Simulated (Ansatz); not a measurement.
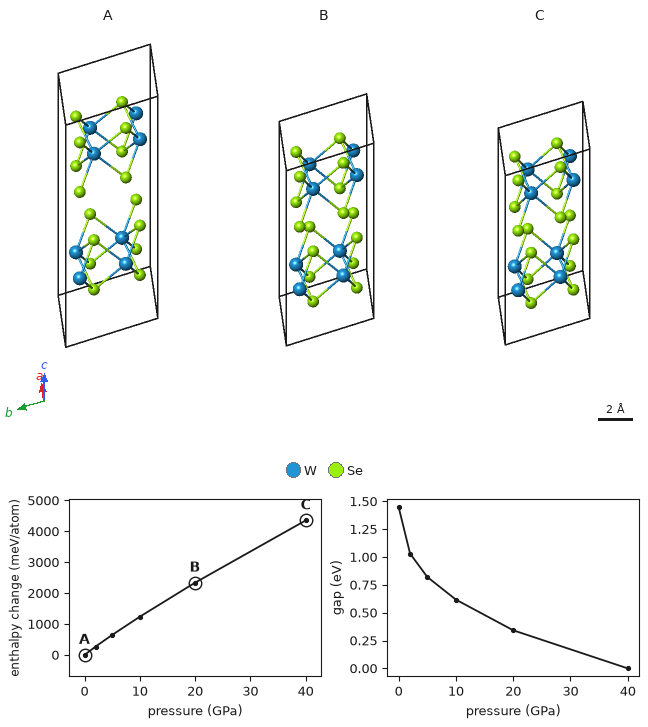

Members of a series of calculations on crystalline WSe$_{2}$ (set up in P6_3/mmc), marked on the first curve. Style: ball-and-stick. Shown: the cell of the calculation, repeated to show the pattern, from a free direction.

Method: Ansatz 0.2.0, DFT PBE, scalar-relativistic, plane waves, PAW. Set-up: plane-wave cutoff 420 eV; occupations gaussian; smearing width 0.02 eV; no spin polarisation. The k-mesh is chosen for each cell (12×12×2, 12×12×4).

**Describe the series.**

The structure is relaxed at several pressures. A (pressure 0.0 GPa): enthalpy change 0.0 meV/atom, volume 23.95 Å³ per atom, gap 1.45 eV. B (pressure 20.0 GPa): enthalpy change 2340 meV/atom, volume 17.02 Å³ per atom, gap 0.34 eV. C (pressure 40.0 GPa): enthalpy change 4354 meV/atom, volume 15.38 Å³ per atom, gap 0.00 eV. The rest compares A with C. Cell: a = b 6.642 → 6.097 Å (−8.2 %), c 15.044 → 11.463 Å (−23.8 %). Volume −35.8 %. Among the bonded contacts that change: Se–W 2.548 → 2.452 Å.

Limits of the set-up: layers or molecules are held without a dispersion correction, so their spacing is unreliable.
